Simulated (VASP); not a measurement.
Ge: single-point calculation (part 1 of 2)

- system: Ge (Fd-3m, 16 atoms in the cell)
- method: Kohn-Sham DFT of a periodic cell, PBEsol, VASP PAW PBE potentials, recommended, no spin polarisation (VASP 6.6.1)

The structure derives from an entry of the Crystallography Open Database. The run did not end well. It belongs to a series of runs on one base structure; here: grid = ENCUT=350 dk=0.9 cell=2x2x2 ISMEAR=0 SIGMA=0.05 LREAL=Auto EDIFF=1e-06.

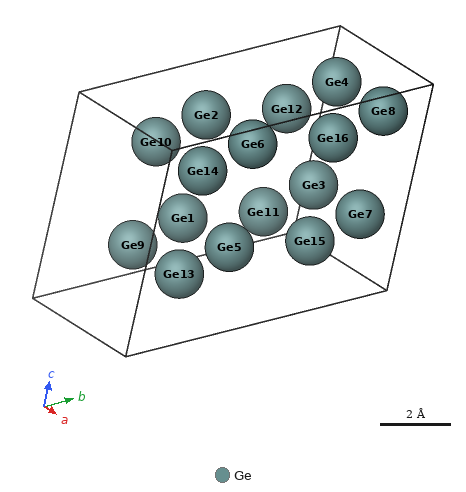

*The input geometry (spheres-only view of the cell of the calculation, seen slightly off an axis; atoms are numbered from 1 in the order of the input). An atom can appear more than once, as a periodic image.*

## Outcome

```json
{"quantity": "outcome", "value": "not converged"}
{"quantity": "space group (tolerance 0.01 Å)", "value": "Fd-3m (227)"}
{"quantity": "electrons treated", "value": "224"}
{"quantity": "free energy", "value": "−76.8590 eV"}
{"quantity": "gap on the k-point mesh", "value": "none (metallic)"}
{"quantity": "pressure", "value": "1.22 GPa"}
{"quantity": "largest force (length of the vector)", "value": "under 0.001 eV/Å"}
{"quantity": "hardware", "value": "1 thread of Intel Xeon (Granite Rapids), 120 GiB of memory available, shared host"}
{"quantity": "wall time", "value": "9.9 min"}
{"quantity": "peak memory", "value": "0.4 GiB"}
```

## What went wrong

Settings chosen away from the usual ones: grid = ENCUT=350 dk=0.9 cell=2x2x2 ISMEAR=0 SIGMA=0.05 LREAL=Auto EDIFF=1e-06. The run did not converge. Its last values are not results.

## INCAR
```
SYSTEM = Ge
ALGO = Fast
EDIFF = 1E-6
ENCUT = 350
GGA = PS
ISIF = 2
ISMEAR = 0
LASPH = .True.
LCHARG = .False.
LREAL = Auto
LWAVE = .False.
NBANDS = 120
NELM = 120
PREC = Accurate
SIGMA = 0.05
```

## KPOINTS
```
k-points
0
Gamma
  2 2 2
  0 0 0
```

## POSCAR
```
Ge
1.0
    0.0000000000      5.6578200000      5.6578200000
    5.6578200000      0.0000000000      5.6578200000
    5.6578200000      5.6578200000      0.0000000000
Ge
16
Direct
    0.3750000000      0.3750000000      0.3750000000
    0.3750000000      0.3750000000      0.8750000000
    0.3750000000      0.8750000000      0.3750000000
    0.3750000000      0.8750000000      0.8750000000
    0.8750000000      0.3750000000      0.3750000000
    0.8750000000      0.3750000000      0.8750000000
    0.8750000000      0.8750000000      0.3750000000
    0.8750000000      0.8750000000      0.8750000000
    0.2500000000      0.2500000000      0.2500000000
    0.2500000000      0.2500000000      0.7500000000
    0.2500000000      0.7500000000      0.2500000000
    0.2500000000      0.7500000000      0.7500000000
    0.7500000000      0.2500000000      0.2500000000
    0.7500000000      0.2500000000      0.7500000000
    0.7500000000      0.7500000000      0.2500000000
    0.7500000000      0.7500000000      0.7500000000
```

Launch command:
```bash
cat potpaw_PBE.64/Ge_d/POTCAR > POTCAR
mpirun -np 1 vasp_std > vasp.out
```

## OSZICAR
```
N       E                     dE             d eps       ncg     rms          rms(c)
DAV:   1     0.316687091357E+04    0.31669E+04   -0.79722E+04   816   0.427E+03
DAV:   2     0.641283693040E+03   -0.25256E+04   -0.24837E+04   720   0.108E+03
DAV:   3     0.865474216977E+01   -0.63263E+03   -0.61976E+03   760   0.284E+02
DAV:   4    -0.733717925732E+02   -0.82027E+02   -0.77009E+02   816   0.103E+02
DAV:   5    -0.780237683498E+02   -0.46520E+01   -0.45643E+01   776   0.244E+01    0.986E+00
RMM:   6    -0.772055956123E+02    0.81817E+00   -0.16918E+00   843   0.495E+00    0.565E+00
RMM:   7    -0.768001964844E+02    0.40540E+00   -0.11469E+00   854   0.407E+00    0.483E-01
RMM:   8    -0.768353586418E+02   -0.35162E-01   -0.28540E-01   866   0.186E+00    0.369E-01
RMM:   9    -0.768441823042E+02   -0.88237E-02   -0.71944E-02  1038   0.809E-01    0.393E-01
RMM:  10    -0.768463064966E+02   -0.21242E-02   -0.16086E-02   961   0.273E-01    0.190E-01
[... 100 further cycles ...]
RMM: 111    -0.768588378651E+02   -0.21859E-04   -0.21830E-04   123   0.184E-03    0.281E-04
RMM: 112    -0.768588591657E+02   -0.21301E-04   -0.21328E-04   211   0.232E-03    0.340E-04
RMM: 113    -0.768588798823E+02   -0.20717E-04   -0.20824E-04   112   0.286E-03    0.519E-04
RMM: 114    -0.768589002428E+02   -0.20361E-04   -0.20321E-04   156   0.231E-03    0.392E-04
RMM: 115    -0.768589200498E+02   -0.19807E-04   -0.19825E-04   147   0.239E-03    0.373E-04
RMM: 116    -0.768589394576E+02   -0.19408E-04   -0.19332E-04   265   0.199E-03    0.177E-04
RMM: 117    -0.768589582810E+02   -0.18823E-04   -0.18853E-04   104   0.174E-03    0.236E-04
RMM: 118    -0.768589766660E+02   -0.18385E-04   -0.18392E-04   106   0.178E-03    0.252E-04
RMM: 119    -0.768589945498E+02   -0.17884E-04   -0.17968E-04    96   0.224E-03    0.338E-04
RMM: 120    -0.768590121342E+02   -0.17584E-04   -0.17528E-04   134   0.177E-03
   1 F= -.76859012E+02 E0= -.76853163E+02  d E =-.116980E-01
```

## Parts of OUTCAR
```
SYSTEM = Ge
   EDIFF = 1E-6
   ENCUT = 350
   GGA = PS
   ISIF = 2
   ISMEAR = 0
   LASPH = .True.
   LREAL = Auto
   NELM = 120
   PREC = Accurate

 Found      3 irreducible k-points:

 Following reciprocal coordinates:
            Coordinates               Weight
  0.000000  0.000000  0.000000      1.000000
  0.500000  0.000000  0.000000      4.000000
  0.500000  0.500000  0.000000      3.000000
   k-points           NKPTS =      3   k-points in BZ     NKDIM =      3   number of bands    NBANDS=    120
   number of dos      NEDOS =    301   number of ions     NIONS =     16
   total plane-waves  NPLWV = 125000
   dimension x,y,z NGX =    50 NGY =   50 NGZ =   50
   dimension x,y,z NGXF=   100 NGYF=  100 NGZF=  100
   ions per type =              16
   NGX,Y,Z   is equivalent  to a cutoff of  10.39, 10.39, 10.39 a.u.
   NGXF,Y,Z  is equivalent  to a cutoff of  20.78, 20.78, 20.78 a.u.
 SYSTEM =  Ge
   PREC   = accura    normal or accurate (medium, high low for compatibility)
   ISTART =      0    job   : 0-new  1-cont  2-samecut
   ICHARG =      2    charge: 1-file 2-atom 10-const
   ISPIN  =      1    spin polarized calculation?
   LNONCOLLINEAR =      F non collinear calculations
   LSORBIT =      F    spin-orbit coupling
   LASPH  =      T    aspherical Exc in radial PAW
   ENCUT  =  350.0 eV  25.72 Ry    5.07 a.u.  12.21 12.21 12.21*2*pi/ulx,y,z
   NELM   =    120;   NELMIN=  2; NELMDL= -5     # of ELM steps
   EDIFF  = 0.1E-05   stopping-criterion for ELM
   LREAL  =      T    real-space projection
   EDIFFG = 0.1E-04   stopping-criterion for IOM
   NSW    =      0    number of steps for IOM
   IBRION =     -1    ionic relax: 0-MD 1-quasi-New 2-CG
   NFREE  =      0    steps in history (QN), initial steepest desc. (CG)
   ISIF   =      2    stress and relaxation
   ISYM   =      2    0-nonsym 1-usesym 2-fastsym
   POTIM  = 0.5000    time-step for ionic-motion
   TEBEG  =    0.0;   TEEND  =   0.0 temperature during run
   PSTRESS=    0.0 pullay stress
   NELECT =     224.0000    total number of electrons
   NUPDOWN=      -1.0000    fix difference up-down
   EMIN   =  10.00;   EMAX   =-10.00  energy-range for DOS
   EFERMI =   0.00;   METHOD = LEGACY
   ISMEAR =     0;   SIGMA  =   0.05  broadening in eV -4-tet -1-fermi 0-gaus
   EFERMI_NEDOS =   21; number of points for ismear=-14 and -15
   IALGO  =     68    algorithm
   IMIX   =      4    mixing-type and parameters
     AMIX     =   0.40;   BMIX     =  1.00
     AMIX_MAG =   1.60;   BMIX_MAG =  1.00
  volume/ion in A,a.u.               =      22.64       152.78
  Fermi-wavevector in a.u.,A,eV,Ry     =   1.394756  2.635708 26.468033  1.945346
  Thomas-Fermi vector in A             =   2.518275
   LORBIT       =      0    0 simple, 1 ext, 2 COOP (PROOUT), +10 PAW based schemes
   GGA     = PS    functional components
   LHFCALC =     F    Hartree Fock is set to
   AEXX    =    0.0000 exact exchange contribution
   IVDW    =     0    specifies the selected vdW correction
   LEPSILON=     F    determine dielectric tensor
   LRPA    =     F    only Hartree local field effects (RPA)
 non-spin polarized calculation
 RMM-DIIS sequential band-by-band and
 Gauss-broadening in eV      SIGMA  =   0.05
  energy-cutoff  :      350.00
  volume of cell :      362.22
 maximum number of plane-waves:      5410
 NGX is ok and might be reduce to    50
   NGX = 25   NGY = 25   NGZ = 25

 number of electron     223.9999944 magnetization

 Free energy of the ion-electron system (eV)
  ---------------------------------------------------
  ext. energy  EPLUGINS =         0.00000000
  ---------------------------------------------------
  free energy    TOTEN  =       -76.85901213 eV

  energy without entropy =      -76.84731414  energy(sigma->0) =      -76.85316314

 E-fermi :   4.9320     XC(G=0): -10.0991     alpha+bet :-10.4155

 val. band max:        4.9126703069   @ k =   0.0000   0.0000   0.0000
 cond. band min:       5.0226131610   @ k =   0.0000   0.0000   0.0000
 fundamental gap:      0.1099428541
 Fermi energy:         4.9320310936

 k-point     1 :       0.0000    0.0000    0.0000
  band No.  band energies     occupation
      1     -19.8538      2.00000
      2     -19.8538      2.00000
      3     -19.8538      2.00000
      4     -19.8538      2.00000
      5     -19.8538      2.00000
      6     -19.8538      2.00000
      7     -19.8443      2.00000
      8     -19.8443      2.00000
      9     -19.8443      2.00000
     10     -19.8443      2.00000
     11     -19.8443      2.00000
     12     -19.8443      2.00000
     13     -19.8443      2.00000
     14     -19.8443      2.00000
     15     -19.8198      2.00000
     16     -19.8198      2.00000
     17     -19.8198      2.00000
     18     -19.8021      2.00000
     19     -19.8021      2.00000
     20     -19.8021      2.00000
     21     -19.8021      2.00000
     22     -19.7840      2.00000
     23     -19.7840      2.00000
     24     -19.7684      2.00000
     25     -19.7684      2.00000
     26     -19.7684      2.00000
     27     -19.7684      2.00000
     28     -19.7684      2.00000
     29     -19.7684      2.00000
     30     -19.7419      2.00000
     31     -19.7419      2.00000
     32     -19.7419      2.00000
     33     -19.7419      2.00000
     34     -19.7419      2.00000
     35     -19.7419      2.00000
     36     -19.7419      2.00000
     37     -19.7419      2.00000
     38     -19.6682      2.00000
     39     -19.6682      2.00000
     40     -19.6682      2.00000
     41     -19.6681      2.00000
     42     -19.6681      2.00000
     43     -19.6681      2.00000
     44     -19.6103      2.00000
     45     -19.6103      2.00000
     46     -19.6103      2.00000
     47     -19.6103      2.00000
     48     -19.6103      2.00000
     49     -19.6103      2.00000
     50     -19.6062      2.00000
     51     -19.6062      2.00000
     52     -19.6062      2.00000
     53     -19.6062      2.00000
     54     -19.6062      2.00000
     55     -19.6062      2.00000
     56     -19.6062      2.00000
     57     -19.6062      2.00000
     58     -19.5922      2.00000
     59     -19.5922      2.00000
     60     -19.5922      2.00000
     61     -19.5922      2.00000
     62     -19.5714      2.00000
     63     -19.5714      2.00000
     64     -19.5714      2.00000
     65     -19.5579      2.00000
     66     -19.5579      2.00000
     67     -19.5304      2.00000
     68     -19.5304      2.00000
     69     -19.5304      2.00000
     70     -19.5304      2.00000
     71     -19.5304      2.00000
     72     -19.5304      2.00000
     73     -19.5304      2.00000
     74     -19.5304      2.00000
     75     -19.5163      2.00000
     76     -19.5163      2.00000
     77     -19.5163      2.00000
     78     -19.5163      2.00000
     79     -19.5163      2.00000
     80     -19.5163      2.00000
     81      -7.8950      2.00000
     82      -5.7939      2.00000
     83      -5.7939      2.00000
     84      -5.7939      2.00000
     85      -5.7939      2.00000
     86      -3.9968      2.00000
     87      -3.9968      2.00000
     88      -3.9968      2.00000
     89      -3.9968      2.00000
     90      -3.9968      2.00000
     91      -3.9968      2.00000
     92      -2.7269      2.00000
     93      -2.7269      2.00000
     94      -2.7269      2.00000
     95      -2.7269      2.00000
     96       1.8093      2.00000
     97       1.8093      2.00000
     98       1.8093      2.00000
     99       1.8093      2.00000
    100       1.8093      2.00000
    101       1.8093      2.00000
    102       3.4935      2.00000
    103       3.4935      2.00000
    104       3.4935      2.00000
    105       3.4935      2.00000
    106       3.4935      2.00000
    107       3.4935      2.00000
    108       3.4935      2.00000
    109       3.4935      2.00000
    110       4.9069      1.52287
    111       4.9073      1.51511
    112       4.9074      1.51478
    113       4.9127      1.41604
    114       5.0226      0.01041
    115       5.0226      0.01040
    116       5.0226      0.01040
    117       5.4456      0.00000
    118       5.5564      0.00000
    119       5.5564      0.00000
    120       5.5564      0.00000
```
